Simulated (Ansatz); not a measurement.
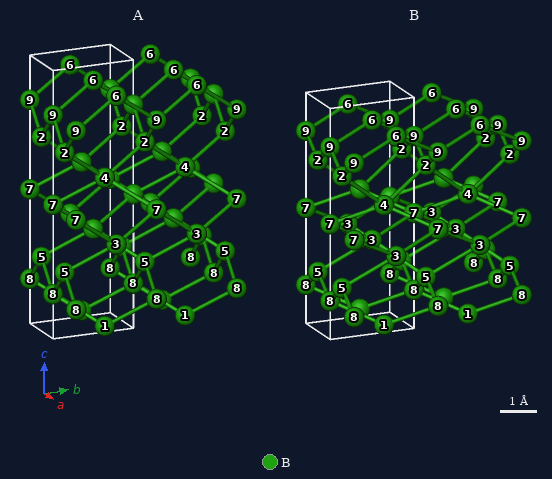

Two geometries of a crystal of B (a generated structure, set up in P6_222), drawn at one scale. One is the start of a relaxation, the other its converged end. The picture is a ball-and-stick view of the cell of the calculation, repeated 2 × 2 × 1 with one cell outlined, seen slightly off an axis.

Level of theory: DFT PBE, scalar-relativistic, plane waves, PAW (Ansatz). Set-up: plane-wave cutoff 420 eV; k-point mesh 12 × 12 × 6; occupations gaussian; smearing width 0.1 eV; no spin polarisation; cell and atoms relaxed; force threshold 0.01 eV/Å; at most 80 steps.

**Which of the two is the end point?**

Structure B is the relaxed one. The largest moves relative to the cell, 0.12 Å, are those of B1, B2, B3, B4, B5 and B6. B5 goes along −c. Cell: a = b 3.092 → 3.228 Å (+4.4 %), c 7.721 → 6.647 Å (−13.9 %). Volume −6.2 %. Among the contacts that change: B7–B8 2.574 → 2.216 Å, B1–B6 1.776 → 1.895 Å, B1–B8 1.764 → 1.726 Å. Bond angles that change, for instance: B8–B1–B8 122.4° → 138.5°, B1–B8–B5 81.3° → 71.8°, B6–B1–B6 121.1° → 116.9°. The space group stays P6_222 (No. 180). Over 8 accepted moves (10 points after the start) the energy falls by 31.2 meV per atom. The largest force component goes from 0.093 to 0.00041 eV/Å. Pressure: 0.00 GPa at the start and 0.00 GPa at the end. The SCF was repeated twice at an unchanged geometry on a basis and grid sized afresh for the cell, which shifted the energy by 0.6 meV per atom at most. The run took 120 s on 1 thread of Arm Neoverse V2, with other jobs on the host, peak memory 0.36 GiB.
